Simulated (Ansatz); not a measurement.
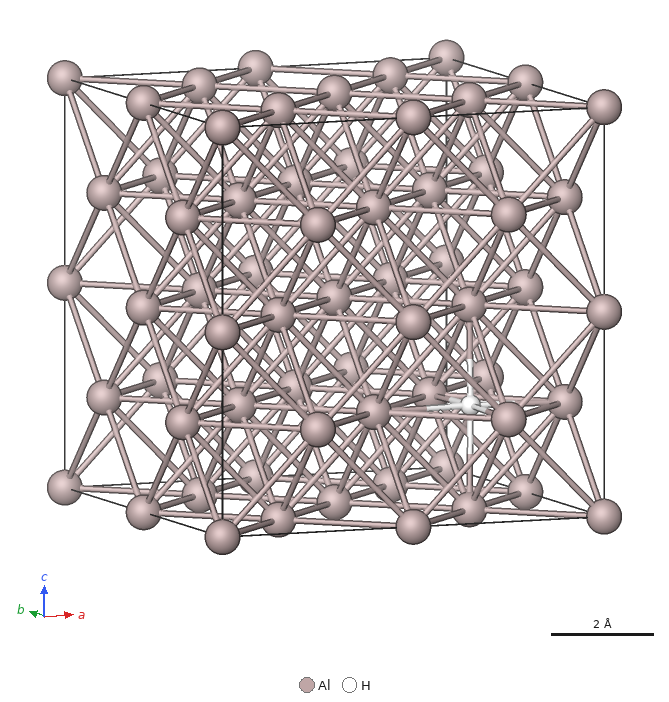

*The input geometry (ball-and-stick view of the cell of the calculation, seen slightly off an axis). An atom can appear more than once, as a periodic image.*

Geometry relaxation, with input and output: Al₃₂H (part 1 of 2)

System: Al₃₂H (defect cell, 33 atoms in the cell).
Method: DFT PBE, scalar-relativistic, plane waves, PAW, PAW set soft_1, no spin polarisation (Ansatz 0.2.0).

It belongs to a series of runs on one base structure; here: end point B relaxed.

### Input
```yaml
crystal:
  lattice:
    - [8.1, 0.0, 0.0]
    - [0.0, 8.1, 0.0]
    - [0.0, 0.0, 8.1]
  atoms:
    - { symbol: Al, position: [0.5, 0.0, 0.0] }
    - { symbol: Al, position: [0.75, 0.25, 0.0] }
    - { symbol: Al, position: [0.75, 0.0, 0.25] }
    - { symbol: Al, position: [0.0, 0.0, 0.0] }
    - { symbol: Al, position: [0.25, 0.25, 0.0] }
    - { symbol: Al, position: [0.5, 0.5, 0.0] }
    - { symbol: Al, position: [0.75, 0.75, 0.0] }
    - { symbol: Al, position: [0.25, 0.0, 0.25] }
    - { symbol: Al, position: [0.5, 0.25, 0.25] }
    - { symbol: Al, position: [0.75, 0.5, 0.25] }
    - { symbol: Al, position: [0.5, 0.0, 0.5] }
    - { symbol: Al, position: [0.75, 0.25, 0.5] }
    - { symbol: Al, position: [0.75, 0.0, 0.75] }
    - { symbol: Al, position: [0.0, 0.5, 0.0] }
    - { symbol: Al, position: [0.25, 0.75, 0.0] }
    - { symbol: Al, position: [0.0, 0.25, 0.25] }
    - { symbol: Al, position: [0.25, 0.5, 0.25] }
    - { symbol: Al, position: [0.5, 0.75, 0.25] }
    - { symbol: Al, position: [0.0, 0.0, 0.5] }
    - { symbol: Al, position: [0.25, 0.25, 0.5] }
    - { symbol: Al, position: [0.5, 0.5, 0.5] }
    - { symbol: Al, position: [0.75, 0.75, 0.5] }
    - { symbol: Al, position: [0.25, 0.0, 0.75] }
    - { symbol: Al, position: [0.5, 0.25, 0.75] }
    - { symbol: Al, position: [0.75, 0.5, 0.75] }
    - { symbol: Al, position: [0.0, 0.75, 0.25] }
    - { symbol: Al, position: [0.0, 0.5, 0.5] }
    - { symbol: Al, position: [0.25, 0.75, 0.5] }
    - { symbol: Al, position: [0.0, 0.25, 0.75] }
    - { symbol: Al, position: [0.25, 0.5, 0.75] }
    - { symbol: Al, position: [0.5, 0.75, 0.75] }
    - { symbol: Al, position: [0.0, 0.75, 0.75] }
    - { symbol: H, position: [0.75443735, 0.25282582, 0.25364374] }
basis:
  ecutwfc: 420.0
kpoints:
  mp_grid: { grid: [3, 3, 3] }
hamiltonian:
  xc: pbe
  pseudopotentials: { kind: paw, azcp: { folder: soft_1 } }
scf:
  occupations: { method: gaussian, width: 0.05 }
  lower_state_search: "off"
relax:
  f_tol: 0.03
  max_steps: 60
  adjacent_minimum: "off"
output:
  write_density: true
  write_potential: true
  elf: true
  volumetric_format: npy
```

Machine: 4 threads of Arm Neoverse N1, 24 GiB of memory available, shared host.

Run as:
```bash
ansatz run input.yaml --threads 4 --pin off --max-ram 10240MiB --backend cpu --events-out ev --progress --plain --runs-dir out
```

### The program's output
```
Engine: ansatz 0.2.0, aarch64-unknown-linux-gnu
Pseudopotentials: kind: paw
Pseudopotential: Al, paw, valence charge 3, recommended cutoff 420 eV (normal), [file]
Pseudopotential: H, paw, valence charge 1, recommended cutoff 420 eV (normal), [file]
Functional definition: PBE
  parameter kappa = 0.804
  parameter beta = 0.06672455060314922
  exchange = pbe_x(kappa = kappa, mu = beta*pi^2/3)
  correlation = pbe_c(beta = beta)
Crystal: 33 atoms, lattice volume = 531.441 Å³
Basis set: ecut = 420 eV, 10395 PW (Γ), exchange–correlation on 120×120×120 points (8 copies of the dense FFT grid, shifted against one another)
Bands: 82, of which v1, the nominal top of the filled ones, is band 49 counted from 1 (48 counted from 0)
Symmetry: 1 space group operations
Space group: P1 (ITA 1), of the structure as read, at distance tolerance 8.1e-5 Å
k-points: 14 of 27 (time reversal used)
Non-local potential: Al, projectors of the file, l = 0: 2, l = 1: 2, l = 2: 1
Non-local potential: H, projectors of the file, l = 0: 2, l = 1: 1
PAW form: soft (Blöchl's): semilocal exchange-correlation on the pseudo side does not see the compensation charge
PAW one-centre angular grid: Al, 110 points (default); XC on 64 Gauss nodes
PAW one-centre angular grid: H, 110 points (default); XC on 64 Gauss nodes
Initial density: superposition of atomic densities (chi_scale 0.1, normalization cell, long waves kept (reshape's long-wave potential 0.06 eV rms))
Initial wavefunctions: pseudopotential atomic-orbital guess
Functional: x = pbe(κ = 0.804, μ = 0.2195149727645171), c = pbe(β = 0.06672455060314922)
SCF iter   1: F=—  HF=-17217.079794 eV  |F-HF|=—  |Δ(HF+E_count)|=         —  Δρ=2.32e-2  dr2=3.12e0  ethr=3.10e-3  ⟨swp⟩=5.1  Hψ=4798  notcnv=0  defer=112
preconditioner: auto → Resta (q_TF=auto, 2.055 Å⁻¹)  ε∞=6.3  [insulator: Δε(μ)=0.245 eV  Ē_g=6.899 eV  σ=0.050 eV  W_gap=0.97  n_scr=80 (ndim 8)  ℏωp=15.9 eV  f_vac=0.000  D(μ)=2.52/eV (n_scr^D=6)  ε∞_Penn≈6.3]
SCF iter   2: F=—  HF=-17216.514423 eV  |F-HF|=—  |Δ(HF+E_count)|=   5.65e-1  Δρ=1.43e-2  dr2=1.18e0  ethr=3.10e-3  ⟨swp⟩=1.0  Hψ=1330  notcnv=0  defer=118
SCF iter   3: F=—  HF=-17215.926812 eV  |F-HF|=—  |Δ(HF+E_count)|=   5.88e-1  Δρ=1.10e-3  dr2=2.37e-2  ethr=1.22e-3  ⟨swp⟩=2.0  Hψ=863  notcnv=0  defer=295
SCF iter   4: F=—  HF=-17215.922024 eV  |F-HF|=—  |Δ(HF+E_count)|=   4.79e-3  Δρ=2.85e-4  dr2=2.93e-3  ethr=2.44e-5  ⟨swp⟩=2.0  Hψ=1212  notcnv=0  defer=362
SCF iter   5: F=—  HF=-17215.921149 eV  |F-HF|=—  |Δ(HF+E_count)|=   8.74e-4  Δρ=8.86e-5  dr2=1.48e-4  ethr=3.02e-6  ⟨swp⟩=1.0  Hψ=1148  notcnv=0  defer=362
SCF iter   6: F=-17215.921121 eV  HF=-17215.921122 eV  |F-HF|=1.34e-6  |Δ(HF+E_count)|=   2.69e-5  Δρ=1.64e-5  dr2=1.85e-6  ethr=2.32e-8  ⟨swp⟩=6.6  Hψ=5879  notcnv=0
SCF 1 converged in 6 iterations: F = -17215.921121 eV  dr2 = 1.85e-6
  greatest PAW one-centre occupation: 0.453 electrons in one spin orbital (limit 2), on the Al atom at site 8 (counted from 0), in its partial waves of l = 0
relax step   1: F+E_penalty+E_count = -17215.92112107 eV  Δ(F+E_penalty+E_count) = +0.000e0 eV  max|allowed force component| = 4.105e-1 eV/Å  Δτ_max = 0.0000 Å  (6 SCF iters, dr2 threshold 2.25e-5 eV, accepted)
Initial density: handed on by an earlier stage of this run
Initial wavefunctions: those handed on with the density
iter 1 solved again at ethr=9.00e-5 eV; its pass at ethr=3.10e-3 eV (dr2=8.73e-2 eV) is discarded
SCF iter   1: F=—  HF=-17215.990906 eV  |F-HF|=—  |Δ(HF+E_count)|=         —  Δρ=1.68e-3  dr2=8.40e-2  ethr=9.00e-5  ⟨swp⟩=1.0  Hψ=3103  notcnv=0  defer=362
preconditioner: auto → Resta (q_TF=auto, 2.055 Å⁻¹)  ε∞=6.3  [insulator: Δε(μ)=0.270 eV  Ē_g=6.886 eV  σ=0.050 eV  W_gap=0.97  n_scr=80 (ndim 8)  ℏωp=15.9 eV  f_vac=0.000  D(μ)=2.44/eV (n_scr^D=6)  ε∞_Penn≈6.3]
SCF iter   2: F=—  HF=-17215.975921 eV  |F-HF|=—  |Δ(HF+E_count)|=   1.50e-2  Δρ=5.93e-4  dr2=5.52e-3  ethr=8.66e-5  ⟨swp⟩=2.0  Hψ=1145  notcnv=0  defer=362
SCF iter   3: F=—  HF=-17215.974378 eV  |F-HF|=—  |Δ(HF+E_count)|=   1.54e-3  Δρ=2.22e-4  dr2=3.87e-4  ethr=5.69e-6  ⟨swp⟩=2.1  Hψ=1257  notcnv=0  defer=362
SCF iter   4: F=—  HF=-17215.974313 eV  |F-HF|=—  |Δ(HF+E_count)|=   6.56e-5  Δρ=7.78e-5  dr2=3.29e-5  ethr=3.99e-7  ⟨swp⟩=2.4  Hψ=1513  notcnv=0  defer=362
SCF iter   5: F=-17215.974308 eV  HF=-17215.974308 eV  |F-HF|=1.73e-7  |Δ(HF+E_count)|=   4.78e-6  Δρ=9.40e-6  dr2=5.24e-7  ethr=1.09e-8  ⟨swp⟩=8.2  Hψ=5464  notcnv=0
SCF 2 converged in 5 iterations: F = -17215.974308 eV  dr2 = 5.24e-7
relax step   2: F+E_penalty+E_count = -17215.97430781 eV  Δ(F+E_penalty+E_count) = -5.319e-2 eV  max|allowed force component| = 5.155e-2 eV/Å  Δτ_max = 0.0536 Å  (5 SCF iters, dr2 threshold 1.05e-5 eV, accepted)
SCF iter   1: F=—  HF=-17215.976400 eV  |F-HF|=—  |Δ(HF+E_count)|=         —  Δρ=2.42e-4  dr2=1.76e-3  ethr=1.70e-5  ⟨swp⟩=2.6  Hψ=2231  notcnv=0  defer=362
preconditioner: auto → Resta (q_TF=auto, 2.055 Å⁻¹)  ε∞=6.3  [insulator: Δε(μ)=0.269 eV  Ē_g=6.887 eV  σ=0.050 eV  W_gap=0.97  n_scr=80 (ndim 8)  ℏωp=15.9 eV  f_vac=0.000  D(μ)=2.48/eV (n_scr^D=6)  ε∞_Penn≈6.3]
SCF iter   2: F=—  HF=-17215.976099 eV  |F-HF|=—  |Δ(HF+E_count)|=   3.01e-4  Δρ=9.57e-5  dr2=1.23e-4  ethr=1.81e-6  ⟨swp⟩=1.1  Hψ=1331  notcnv=0  defer=362
SCF iter   3: F=—  HF=-17215.976068 eV  |F-HF|=—  |Δ(HF+E_count)|=   3.06e-5  Δρ=3.58e-5  dr2=9.07e-6  ethr=1.26e-7  ⟨swp⟩=2.8  Hψ=1241  notcnv=0  defer=362
SCF iter   4: F=—  HF=-17215.975716 eV  |F-HF|=—  |Δ(HF+E_count)|=   3.53e-4  Δρ=1.02e-5  dr2=4.99e-7  ethr=9.35e-9  ⟨swp⟩=2.3  Hψ=1343  notcnv=0  defer=362
SCF iter   5: F=-17215.975716 eV  HF=-17215.975716 eV  |F-HF|=6.37e-9  |Δ(HF+E_count)|=   6.26e-8  Δρ=1.66e-6  dr2=1.72e-8  ethr=1.03e-10  ⟨swp⟩=7.1  Hψ=4779  notcnv=0
SCF 3 converged in 5 iterations: F = -17215.975716 eV  dr2 = 1.72e-8
relax step   3: F+E_penalty+E_count = -17215.97571567 eV  Δ(F+E_penalty+E_count) = -1.408e-3 eV  max|allowed force component| = 1.338e-2 eV/Å  Δτ_max = 0.0060 Å  (5 SCF iters, accepted)
```

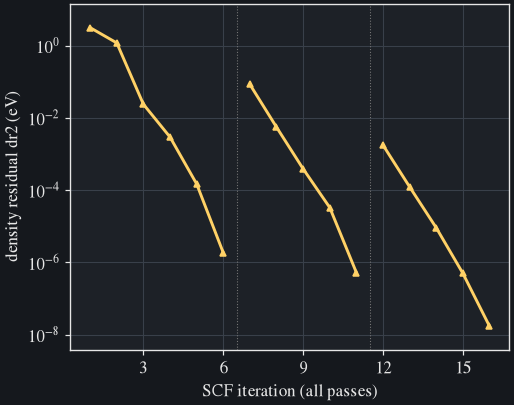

*Convergence of the self-consistent field: density residual dr2 against the SCF iteration. The dotted lines part the SCF passes of the relaxation: geometry steps, rejected trials and re-solves on a re-selected basis.*

The passes take 6, 5 and 5 iterations.

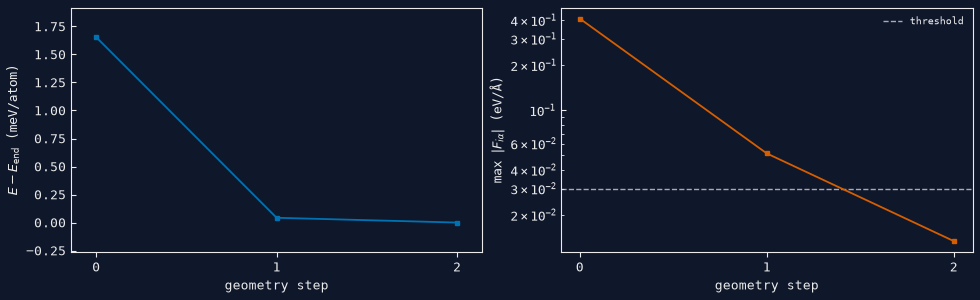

*Progress of the relaxation, step by step (the first geometry is step 0 here and step 1 in the log).*

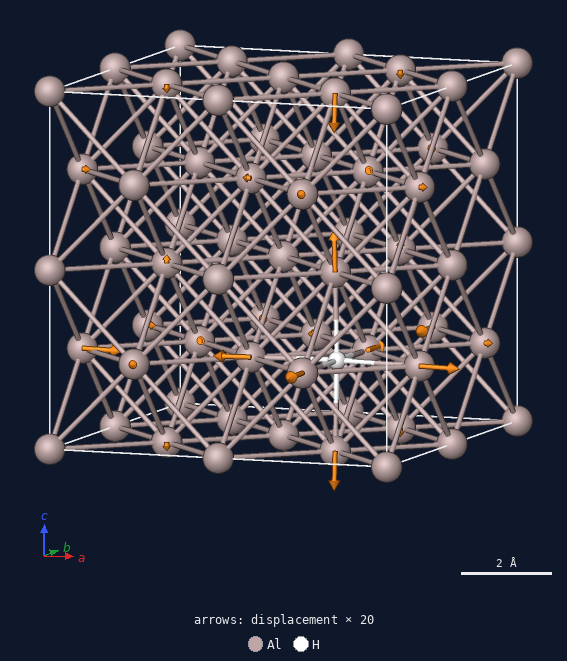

*The starting structure with the displacements as orange arrows, magnified 20 times (ball-and-stick view of the cell of the calculation, seen slightly off an axis).*

The largest moves, 0.049 Å, are those of Al12 and Al16. Largest moves by element: Al 0.049 Å, H 0.005 Å. The cell doesn't change. Among the contacts that change: Al10–Al12 2.864 → 2.934 Å, Al16–H33 1.989 → 2.042 Å, Al10–H33 2.003 → 2.053 Å, Al3–H33 2.048 → 2.092 Å. Over 2 geometry steps the energy falls by 1.7 meV per atom. The largest force component goes from 0.41 to 0.013 eV/Å. (Atoms are counted from 1 in the order of the input.)

```
NSCF: frozen V_eff on 14 k-points
the band table was solved once a step of the walk had ended and its energy, with any forces and stress, was formed, with the checks that follow a solve (7190 applications of the Hamiltonian). They found nothing against the state; the energy, forces and stress were not computed again (output.eigenvalues in the input reference)
SCF converged after 5 iterations
Free energy (F): -17215.975716 eV
Harris-Foulkes:  -17215.975716 eV  (|F-HF|=6.37e-9)
Internal energy: -17215.972615 eV  (E = F + TS)
E sigma→0 (E₀):  -17215.974165 eV
Entropy (-TS):   -0.003101 eV (-0.094 meV/atom)
Fermi energy:    7.726984 eV
--- Per-component energies (eV) ---
  E_band       = 334.325115
  E_kinetic    = 731.484367
  E_local      = 323.567549  (includes V_loc(G=0)·N_el)
  E_nonlocal   = 321.406250
  E_hartree    = 7.503110
  E_xc         = -1214.711252
  E_vxc        = -944.671249  (∫ρ·V_xc dr)
  E_paw        = -15021.387573  (= ΣΔE_a)
  E_vpaw       = -112.467169  (= ΣTr[D̂ρ^β])
  E_aug_tail   = -0.000925  (compensation charges beyond the density's cutoff)
  E_ewald      = -2363.834140
  E_smearing   = -0.003101  (= −TS)
  E_closure    = 0.000000  (closes the sum)
  Σ components = -17215.975716   (vs F -17215.975716, Δ=0.00e0)
--- Forces (eV/Å), atoms counted from 1 ---
  atom   1  Al     0.00151382     0.00162692     0.00156894
  atom   2  Al     0.00138861     0.00088165     0.00434448
  atom   3  Al     0.00140897     0.00368300     0.00115434
  atom   4  Al    -0.00199608     0.00161545     0.00155106
  atom   5  Al     0.00008463     0.00011781    -0.00274491
  atom   6  Al     0.00147737    -0.00190548     0.00153864
  atom   7  Al     0.00018494     0.00005282    -0.00272140
  atom   8  Al     0.00008884    -0.00272257     0.00015585
  atom   9  Al     0.00494583     0.00086959     0.00112191
  atom  10  Al     0.00152144     0.00242628     0.00124678
  atom  11  Al     0.00147858     0.00160465    -0.00194613
  atom  12  Al     0.00153432     0.00097313     0.00358101
  atom  13  Al     0.00018900    -0.00270985     0.00007261
  atom  14  Al    -0.00211796    -0.00205235     0.00162834
  atom  15  Al     0.00000868     0.00000558    -0.00259975
  atom  16  Al     0.00477619     0.00097938     0.00126567
  atom  17  Al     0.00011835     0.00257051     0.00018481
  atom  18  Al    -0.00273931     0.00005019     0.00014736
  atom  19  Al    -0.00216979     0.00174002    -0.00213698
  atom  20  Al     0.00012229     0.00014671     0.00254948
  atom  21  Al     0.00153093    -0.00201158    -0.00204421
  atom  22  Al     0.00023154     0.00007677     0.00252536
  atom  23  Al     0.00001281    -0.00255934     0.00000953
  atom  24  Al    -0.00275012     0.00011342     0.00006568
  atom  25  Al     0.00022697     0.00255770     0.00009656
  atom  26  Al     0.00250125     0.00007954     0.00019388
  atom  27  Al    -0.00240391    -0.00232856    -0.00236607
  atom  28  Al     0.00003340     0.00002172     0.00229953
  atom  29  Al     0.00251254     0.00015144     0.00010317
  atom  30  Al     0.00002910     0.00232675     0.00002575
  atom  31  Al    -0.00263642     0.00000548     0.00000557
  atom  32  Al     0.00227060     0.00002183     0.00003022
  atom  33  H     -0.01337637    -0.00840790    -0.01090610
  max |Σ_I F_I| component: 1.03e-6 eV/Å
--- Band table (eV; the first three rows and the last of 14) ---
  k-point 0: bands = ["-3.3357", "-1.7080", "-0.9753", "-0.9752", "-0.9478", "-0.9478", "-0.9477", "0.3631", "1.2088", "1.2089", "1.2400", "1.2400", "1.2400", "1.2452", "1.2452", "1.2452", "1.2666", "1.2666", "1.2667", "2.8657", "3.3429", "3.3429", "3.3430", "3.4908", "3.4911", "3.4911", "3.5416", "4.9702", "4.9715", "4.9715", "5.5742", "6.2928", "6.2928", "6.9824", "6.9932", "6.9932", "7.0256", "7.0257", "7.0257", "7.0432", "7.0433", "7.0434", "7.0841", "7.0841", "7.0841", "7.0992", "8.0307", "8.0308", "8.0812", "8.0813", "8.0813", "8.9281", "8.9286", "8.9289", "8.9571", "8.9572", "8.9585", "9.0481", "9.0488", "9.0488", "9.0969", "9.0970", "9.0970", "9.1308", "9.1309", "9.1557", "9.1561", "9.1561", "9.1694", "9.9074", "10.5658", "10.5661", "10.5742", "10.5744", "10.5745", "10.6273", "10.6273", "10.6275", "10.6380", "10.6382", "10.6382", "13.1051"]
```
